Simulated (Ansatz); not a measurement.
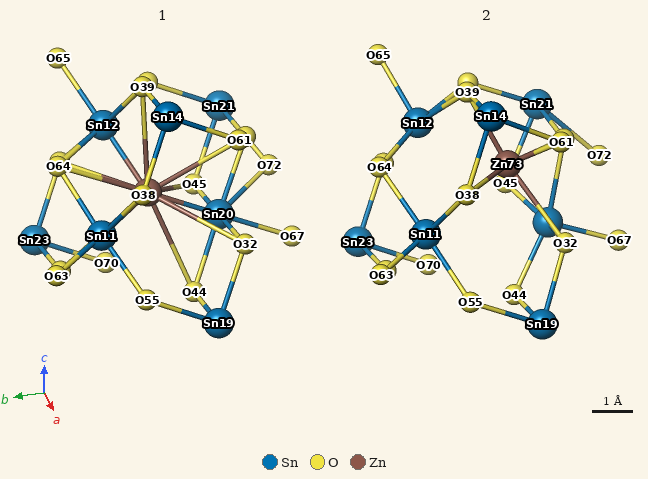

Two geometries of a defect cell of composition Sn24O48Zn (cell charge +2), drawn at one scale. One is the start of a relaxation, the other its converged end. Style: ball-and-stick. Shown: the atoms within 4.2 Å of the atom that moves most (axes of the cell of the calculation (origin shifted)), from a free direction.

Computed with Ansatz, DFT, PBEsol, PAW, plane waves. Settings: plane-wave cutoff 420 eV; k-point mesh 1 × 1 × 1; mesh shifted by (0.25, 0.25, 0.25); no spin polarisation; atoms relaxed in a fixed cell; force threshold 0.03 eV/Å; at most 80 steps.

### Which one is relaxed?

Structure 2 is the relaxed one. The atom that moves furthest is the Zn atom (1.37 Å roughly along [−2 −3 0]). Largest moves by element: Zn 1.37 Å, O 1.08 Å, Sn 0.35 Å. The cell stays as it was. Near-neighbour distances that change, for instance: O–Zn 3.429 → 1.985 Å, O–Zn 2.949 → 4.147 Å, O–Zn 2.945 → 4.057 Å, O–Zn 2.915 → 2.102 Å. New bonds form: O–Zn (3.43 → 1.98 Å). Bonds break: O–Sn (2.35 → 3.15 Å), Sn–Zn (2.04 → 2.70 Å), Sn–Zn (2.11 → 2.77 Å). Among the angles between lasting bonds that change: O–Sn–O 179.2° → 151.8°, O–Sn–O 178.8° → 157.4°, O–Sn–O 91.1° → 110.8°. The energy falls by 14.975 eV per cell of the calculation in 15 geometry steps. The largest force component goes from 9.8 to 0.018 eV/Å.

Limits of the set-up: the cell is charged, on a uniform background, and energies carry no finite-size correction.
